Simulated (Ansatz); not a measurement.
# Bi$_{2}$Se$_{3}$: Wannier-function calculation

System: Bi$_{2}$Se$_{3}$ (R-3m, 5 atoms in the cell).
Method: DFT, PBE, plane waves, PAW, no spin polarisation (Ansatz 0.2.0).

The structure derives from an entry of the Crystallography Open Database. The geometry comes from this level: r2scan-rvv10.

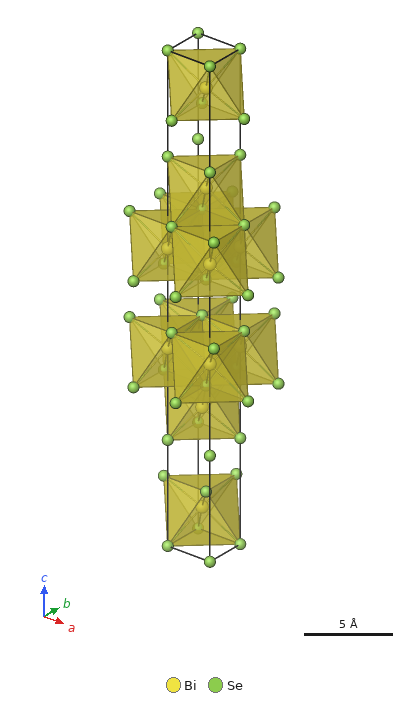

Figure 1. The structure as given in the input (polyhedral view of the cell 3 times as large as that of the calculation, set on its symmetry axes, seen slightly off an axis; polyhedra are completed across the faces of the cell).

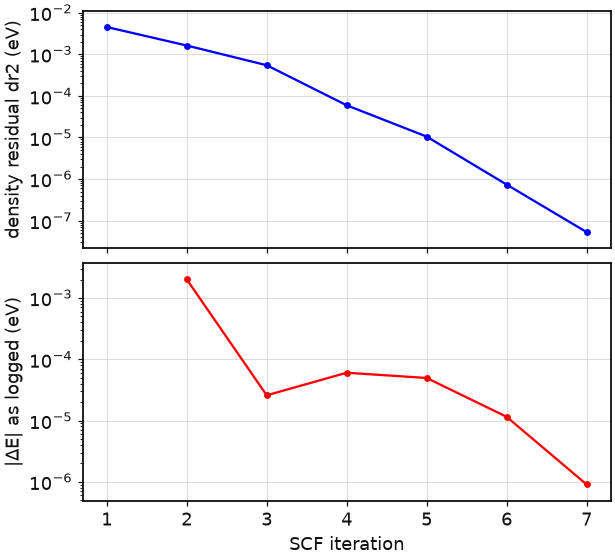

Figure 2. Convergence of the self-consistent field: density residual dr2 and size of the energy change against the SCF iteration. The residual falls at every step.

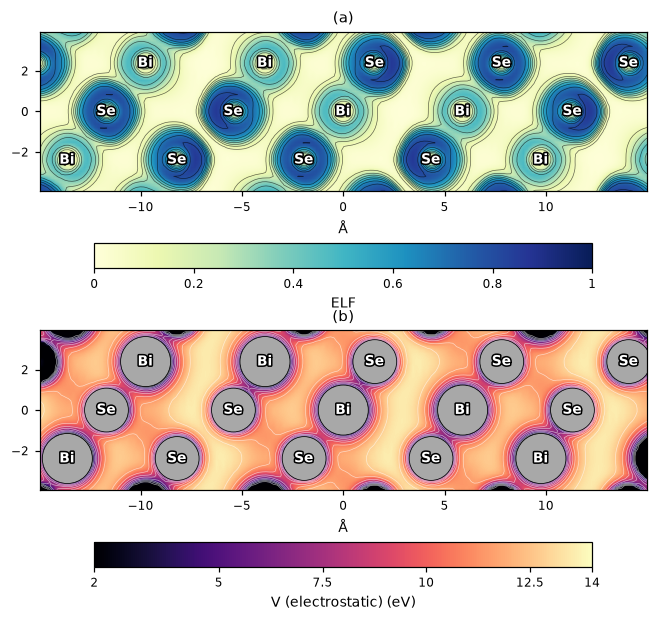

Figure 3. (a) ELF; (b) electrostatic potential energy of an electron on the (110) plane of the conventional cell. Grey discs, where drawn, cover atomic cores. Atoms in the plane: Bi and Se. Bi–Se (2.85 Å): the ELF peaks at about 0.80 in the valence shell of Se, 0.9 Å from its nucleus, and drops to about 0.35 between the two atoms. Bi–Se (3.07 Å): the ELF peaks at about 0.80 in the valence shell of Se, 0.8 Å from its nucleus, and drops to about 0.30 between the two atoms. The strong features right at Bi lie inside the PAW spheres (semicore, d or f shells) and say nothing about bonding. Outside the cores the potential energy rises away from the atoms and is highest about 2.3 Å from the nearest atoms; outside the discs it spans about 11 eV, and its zero is arbitrary. Core electrons are frozen (PAW), so the fields are smoothed inside the atomic spheres.

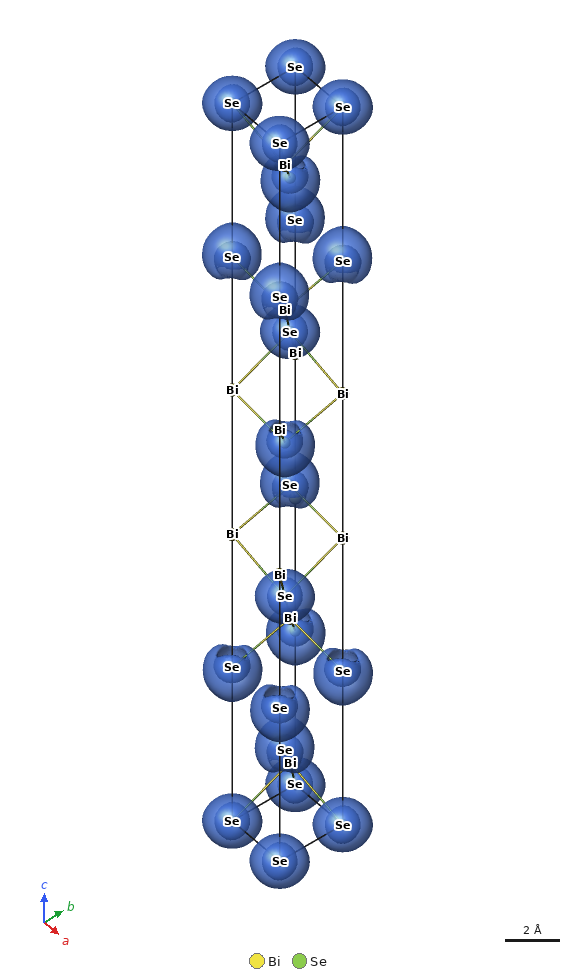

Figure 4. Isosurface of the ELF at 0.75 (blue), seen at an oblique angle. Only the valence region is drawn (cores and ρ < 0.01 e/Å³ removed). Sticks mark near contacts. The outline is the cell set on symmetry axes. Values along the shortest contacts: Bi–Se (2.85 Å): the ELF peaks at about 0.80 in the valence shell of Se, 0.9 Å from its nucleus, and drops to about 0.35 between the two atoms. Bi–Se (3.07 Å): the ELF peaks at about 0.80 in the valence shell of Se, 0.8 Å from its nucleus, and drops to about 0.30 between the two atoms.

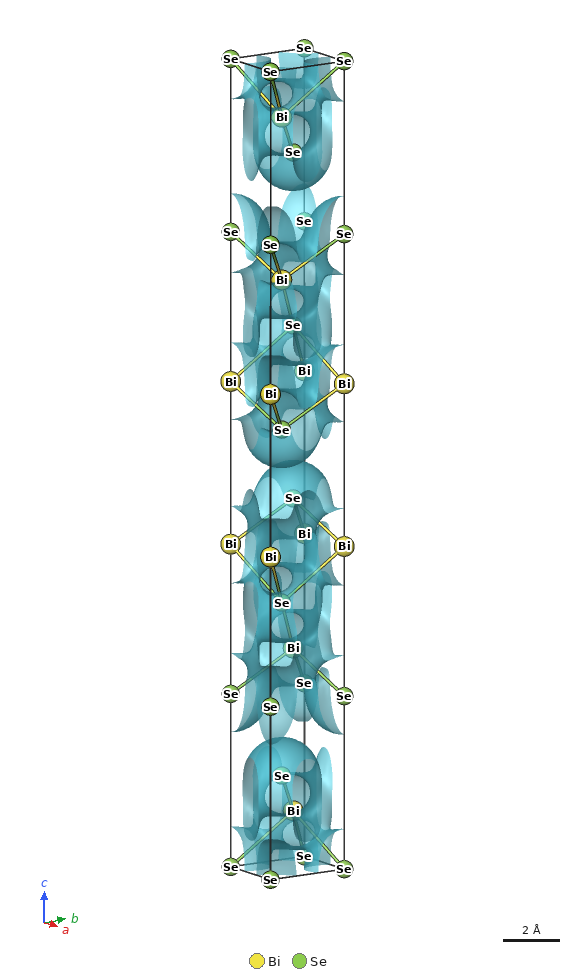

Figure 5. Isosurface of the valence electron density at 0.15 e/Å³ (cyan), seen slightly off an axis. Sticks mark near contacts. The outline is the cell set on symmetry axes. At this value the density is joined into sheets; it holds about 95 % of the electrons treated as valence (semicore included). On the grid the lowest density along these lines, outside the cores, is 0.33 e/Å³ (Bi–Se, 2.85 Å) and 0.22 e/Å³ (Bi–Se, 3.07 Å).

The input and output of the run follow.

The input
```yaml
crystal:
  lattice:
    - [2.0711634285, 1.195786763, 9.753411266]
    - [-2.0711634285, 1.195786763, 9.753411266]
    - [0.0, -2.391573526, 9.753411266]
  atoms:
    - { symbol: Bi, position: [0.3993469745, 0.3993469745, 0.3993469745] }
    - { symbol: Bi, position: [0.6006530255, 0.6006530255, 0.6006530255] }
    - { symbol: Se, position: [0.0, 0.0, 0.0] }
    - { symbol: Se, position: [0.2141084314, 0.2141084314, 0.2141084314] }
    - { symbol: Se, position: [0.7858915686, 0.7858915686, 0.7858915686] }
kpoints:
  mp_grid: { grid: [6, 6, 6] }
  band_path:
    path:
      - [[0.0, 0.0, 0.0], [0.5, 0.5, 0.5], [0.8233125159047, 0.1766874840953, 0.5]]
      - [[0.5, -0.1766874840953, 0.1766874840953], [0.5, 8.147404403152e-17, 1.079505111011e-17], [0.0, 0.0, 0.0], [0.3383437420476, -0.3383437420476, -5.724434924963e-18]]
      - [[0.6616562579524, 2.159010222021e-17, 0.3383437420476], [0.5, -9.217397106541e-17, 0.5], [0.0, 0.0, 0.0]]
    npoints: 10
hamiltonian:
  xc: pbe
scf:
  occupations: { method: fixed }
  n_extra_bands: 20
output:
  forces: false
  stress: false
  eigenvalues: true
  wannier:
    kmesh: [6, 6, 6]
    projections:
      - { species: Se, l: s, shell: 4 }
      - { species: Se, l: p, shell: 4 }
      - { species: Bi, l: s, shell: 6 }
      - { species: Bi, l: p, shell: 6 }
    minimise: true
    write_hr: true
    conv_tol: 1.0e-08
    max_iter: 1000
    disentanglement: { window: [-14.31, 19.39], frozen_window: [2.22, 12.54] }
  write_density: true
  write_potential: true
  elf: true
  volumetric_format: npy
```

File wannier.win
```
! ansatz wannier90 interface
! projections by site (counted from 0) and shell: 2 4S, 3 4S, 4 4S, 2 4P, 3 4P, 4 4P, 0 6S, 1 6S, 0 6P, 1 6P
! states of the run's bands (counted from 1): 1-61
num_bands = 61
num_wann  = 20
num_iter  = 2000
conv_tol = 1e-8
conv_window = 5
dis_win_min = -14.31
dis_win_max = 19.39
dis_froz_min = 2.22
dis_froz_max = 12.54
dis_num_iter = 10000
guiding_centres = true
write_hr = true

begin unit_cell_cart
Ang
       2.0711634285171616       1.1957867629900918              9.753411266
      -2.0711634285171616       1.1957867629900918              9.753411266
                      0.0      -2.3915735259801836              9.753411266
end unit_cell_cart

begin atoms_frac
Bi              0.3993469745             0.3993469745             0.3993469745
Bi              0.6006530255             0.6006530255             0.6006530255
Se                       0.0                      0.0                      0.0
Se              0.2141084314             0.2141084314             0.2141084314
Se              0.7858915686             0.7858915686             0.7858915686
end atoms_frac

mp_grid = 6 6 6
```

Launched with:
```bash
ansatz run input.yaml --threads 4 --pin off --max-ram 5529MiB --backend cpu --events-out ev --progress --plain --runs-dir out
```

What the program printed
```
basis.fft_grid_basis auto: the FFT boxes are laid along the combinations [[1, -1, 0], [0, 1, 0], [0, -1, 1]] of the cell's own vectors, 4.142, 10.042 and 4.142 Å long. The dense box has 30×72×30 points. Along the cell's own vectors, as sized, it would have 72×72×72, 5.76 times as many. Of the 12 symmetry operations that the crystal satisfies within crystal.symmetry.tolerance (time reversal apart; of a slab, those that keep its plane) the dense box along the cell's own vectors carries 12, and the one as laid loses 8 of those. basis.fft_grid_basis: typed keeps the cell's own vectors: state it where this run's energies or levels are differenced outside the engine with another run's, or held beside a run that keeps those vectors. Those combinations have planes normal to reciprocal vector 3, as the cell's own vectors have. Each planar average written beside output.write_density, output.write_potential has a row for each plane of the box: 30. The volumetric files lie along those combinations, not along the cell's own vectors: a cube or XSF file states them, and fields.json those of NumPy files.
scf.n_extra_bands = 20 over 39 filled bands (N_el = 78.0): the run solves 59 bands
Engine: ansatz 0.2.0, aarch64-unknown-linux-gnu
Pseudopotentials: kind: paw
Pseudopotential: Bi, paw, valence charge 15, recommended cutoff 420 eV (normal), Bi.paw.azcp
Pseudopotential: Se, paw, valence charge 16, recommended cutoff 420 eV (normal), Se.paw.azcp
Functional definition: PBE
  parameter kappa = 0.804
  parameter beta = 0.06672455060314922
  exchange = pbe_x(kappa = kappa, mu = beta*pi^2/3)
  correlation = pbe_c(beta = beta)
Crystal: 5 atoms, lattice volume = 144.936 Å³
Basis set: ecut = 420 eV, 2787 PW (Γ), FFT grids on a1−a2, a2, −a2+a3
Bands: 59, of which v1, the nominal top of the filled ones, is band 39 counted from 1 (38 counted from 0)
Symmetry: 12 space group operations
Space group: R-3m (ITA 166), of the structure as read, at distance tolerance 5.3e-5 Å
k-points: 32 of 216
Non-local potential: Bi, projectors of the file, l = 0: 2, l = 1: 2, l = 2: 2, l = 3: 2
Non-local potential: Se, projectors of the file, l = 0: 2, l = 1: 2, l = 2: 3, l = 3: 1
PAW form: soft (Blöchl's): semilocal exchange-correlation on the pseudo side does not see the compensation charge
PAW one-centre angular grid: Bi, 590 points (default); XC on 64 Gauss nodes
PAW one-centre angular grid: Se, 590 points (default); XC on 64 Gauss nodes
Initial density: superposition of atomic densities (neutral atoms: chi_scale 0, normalization atom), corrected by the library's trained network
Initial wavefunctions: pseudopotential atomic-orbital guess
Functional: x = pbe(κ = 0.804, μ = 0.2195149727645171), c = pbe(β = 0.06672455060314922)
SCF iter   1: F=—  HF=-41202.246643 eV  |F-HF|=—  |Δ(HF+E_count)|=         —  Δρ=1.34e-3  dr2=4.54e-3  ethr=1.77e-3  ⟨swp⟩=4.9  Hψ=6132  notcnv=0  defer=563
preconditioner: auto → Resta (q_TF=auto, 2.461 Å⁻¹)  ε∞=2.5  [insulator: Δε(μ)=0.337 eV  Ē_g=13.386 eV  n_scr=42 (ndim 8)  ℏωp=16.3 eV  f_vac=0.047  ε∞_Penn≈2.5]
SCF iter   2: F=—  HF=-41202.244637 eV  |F-HF|=—  |Δ(HF+E_count)|=   2.01e-3  Δρ=6.87e-4  dr2=1.63e-3  ethr=5.82e-6  ⟨swp⟩=2.6  Hψ=3036  notcnv=0  defer=573
SCF iter   3: F=—  HF=-41202.244663 eV  |F-HF|=—  |Δ(HF+E_count)|=   2.58e-5  Δρ=3.95e-4  dr2=5.47e-4  ethr=2.08e-6  ⟨swp⟩=2.0  Hψ=1713  notcnv=0  defer=573
SCF iter   4: F=—  HF=-41202.244723 eV  |F-HF|=—  |Δ(HF+E_count)|=   6.03e-5  Δρ=1.93e-4  dr2=5.95e-5  ethr=7.01e-7  ⟨swp⟩=1.8  Hψ=1568  notcnv=0  defer=538
SCF iter   5: F=—  HF=-41202.244773 eV  |F-HF|=—  |Δ(HF+E_count)|=   4.95e-5  Δρ=7.91e-5  dr2=1.05e-5  ethr=7.62e-8  ⟨swp⟩=2.0  Hψ=1852  notcnv=0  defer=447
SCF iter   6: F=—  HF=-41202.244784 eV  |F-HF|=—  |Δ(HF+E_count)|=   1.15e-5  Δρ=2.07e-5  dr2=7.36e-7  ethr=1.34e-8  ⟨swp⟩=2.0  Hψ=2395  notcnv=0  defer=464
SCF iter   7: F=-41202.244785 eV  HF=-41202.244785 eV  |F-HF|=1.09e-7  |Δ(HF+E_count)|=   9.05e-7  Δρ=5.90e-6  dr2=5.30e-8  ethr=1.28e-10  ⟨swp⟩=13.8  Hψ=12458  notcnv=0
SCF 1 converged in 7 iterations: F = -41202.244785 eV  dr2 = 5.30e-8
  greatest PAW one-centre occupation: 1.000 electrons in one spin orbital (limit 2), on the Se atom at site 4 (counted from 0), in its partial waves of l = 2
NSCF: frozen V_eff on 73 k-points
NSCF: frozen V_eff on 35 k-points
the Wannier pass solved 35 of the 216 points of its mesh, and has the states at the others by symmetry: states obtained by the crystal's operations at points that were solved too leave a residual of 4.31e-13 eV (read by the count's bands and the next), within 8.33e-6 eV
NSCF: frozen V_eff on 35 k-points
the Wannier pass solved 35 of the 216 points of its mesh, and has the states at the others by symmetry: states obtained by the crystal's operations at points that were solved too leave a residual of 4.94e-13 eV (read by the count's bands and the next), within 8.33e-6 eV
SCF converged after 7 iterations
Free energy (F): -41202.244785 eV
Harris-Foulkes:  -41202.244785 eV  (|F-HF|=1.09e-7)
Internal energy: -41202.244785 eV  (E = F + TS)
E sigma→0 (E₀):  -41202.244785 eV
Fermi energy:    8.655373 eV
--- Per-component energies (eV) ---
  E_band       = -1362.201102
  E_kinetic    = 957.477728
  E_local      = -10566.292672  (includes V_loc(G=0)·N_el)
  E_nonlocal   = -663.313362
  E_hartree    = 4704.575428
  E_xc         = -616.803248
  E_vxc        = -584.593067  (∫ρ·V_xc dr)
  E_paw        = -27059.105165  (= ΣΔE_a)
  E_vpaw       = 85.375566  (= ΣTr[D̂ρ^β])
  E_aug_tail   = -0.002606  (compensation charges beyond the density's cutoff)
  E_ewald      = -7958.780889
  E_smearing   = -0.000000  (= −TS)
  E_closure    = -0.000000  (closes the sum)
  Σ components = -41202.244785   (vs F -41202.244785, Δ=0.00e0)
--- Band table (eV; the first three rows and the last of 32) ---
  k-point 0: bands = ["-38.5871", "-38.5871", "-38.5869", "-38.5869", "-38.5812", "-38.5812", "-38.5809", "-38.5809", "-38.5782", "-38.5782", "-38.4869", "-38.4783", "-38.4783", "-38.4471", "-38.4471", "-14.3716", "-14.3716", "-14.3698", "-14.3698", "-14.3602", "-14.3577", "-14.3495", "-14.3495", "-14.3469", "-14.3469", "-5.6239", "-4.9539", "-4.0218", "-0.8001", "0.0582", "6.6452", "6.6590", "6.8984", "6.8984", "6.9821", "6.9821", "7.5500", "7.5500", "8.6554", "9.0033", "10.2165", "10.2165", "10.8815", "11.4536", "11.4536", "14.6257", "15.7008", "15.7579", "15.7579", "15.9648", "16.7084", "16.7084", "17.4226", "17.5248", "17.5248", "18.0726", "18.4937", "19.7341", "19.7341"]
  k-point 1: bands = ["-38.5870", "-38.5870", "-38.5869", "-38.5869", "-38.5813", "-38.5812", "-38.5810", "-38.5809", "-38.5782", "-38.5781", "-38.4868", "-38.4783", "-38.4783", "-38.4471", "-38.4470", "-14.3754", "-14.3729", "-14.3654", "-14.3636", "-14.3568", "-14.3543", "-14.3525", "-14.3503", "-14.3498", "-14.3468", "-5.3743", "-4.7380", "-3.8858", "-0.9481", "-0.2478", "5.4141", "5.6288", "6.1251", "6.2709", "6.8251", "7.4877", "7.4881", "7.6607", "8.0576", "10.0727", "10.5515", "10.8128", "10.9767", "11.5783", "12.1466", "13.9611", "14.8492", "16.0810", "16.1830", "16.5442", "16.7939", "17.0910", "17.5751", "18.5430", "18.6216", "19.0035", "19.3126", "19.5276", "19.7264"]
  k-point 2: bands = ["-38.5870", "-38.5869", "-38.5869", "-38.5868", "-38.5813", "-38.5812", "-38.5810", "-38.5809", "-38.5781", "-38.5781", "-38.4868", "-38.4784", "-38.4783", "-38.4471", "-38.4470", "-14.3852", "-14.3811", "-14.3614", "-14.3577", "-14.3569", "-14.3547", "-14.3462", "-14.3462", "-14.3441", "-14.3432", "-4.6765", "-4.2004", "-3.6153", "-1.5276", "-0.9959", "3.9850", "5.0486", "5.4426", "5.6728", "6.1294", "6.4278", "7.2953", "7.5174", "8.1335", "9.7907", "10.8809", "11.1158", "11.8012", "12.4363", "13.0258", "13.2130", "15.2996", "15.9662", "17.3566", "17.4541", "17.6346", "17.8552", "18.5096", "19.4046", "19.5909", "19.7031", "19.9140", "20.3724", "21.3236"]
  k-point 31: bands = ["-38.5871", "-38.5871", "-38.5869", "-38.5869", "-38.5812", "-38.5812", "-38.5809", "-38.5809", "-38.5782", "-38.5782", "-38.4869", "-38.4783", "-38.4783", "-38.4471", "-38.4471", "-14.3716", "-14.3716", "-14.3698", "-14.3698", "-14.3601", "-14.3578", "-14.3496", "-14.3496", "-14.3468", "-14.3468", "-5.5167", "-5.1886", "-3.8081", "-1.1368", "0.3524", "6.1241", "6.8262", "6.8262", "7.1501", "7.1501", "7.2779", "7.4226", "7.4226", "8.2646", "9.3185", "10.4395", "10.4395", "10.8312", "11.2045", "11.2045", "14.5959", "15.5135", "15.5135", "15.7873", "15.9852", "17.1772", "17.6303", "17.6303", "17.7100", "17.9721", "17.9721", "18.5222", "18.7715", "18.7715"]
Wannier search: line search 1 of at most 1000: gauge-dependent spread (as the search counts it) 12.1103727 Å², largest recent change 2.2e0 Å² and fall left 1.9e-3 Å² against conv_tol 1.0e-8 Å², 0 stops escaped
WARN: [file] 932 periodic images of 904 elements of H(R) lie 4.88e-4 to 1.95e-3 Å beyond their element's nearest image, near the 9.77e-4 Å window within which an element is shared among its images; whether they share it moves the interpolated H(k) by 8.2e-3 eV (Frobenius norm, root mean square over the Brillouin zone); at the model's own mesh points H(k) does not change
```

Results in brief

| quantity | value |
| --- | --- |
| outcome | converged |
| space group (tolerance 0.01 Å) | R-3m (166) |
| electrons treated | 78 |
| free energy | −41202.2448 eV |
| total spread of the Wannier functions | 36.556 Å² |
| Fermi energy | 8.655 eV |
| gap on the k-point mesh | 0.35 eV |
| hardware | 4 threads of Arm Neoverse V2, 24 GiB of memory available, shared host |
| wall time | 32 s (CPU time 1.9 min) |
| peak memory | 1.3 GiB |

Remarks

Settings chosen away from the usual ones: windows. Spin–orbit coupling is left out, which matters for Bi.
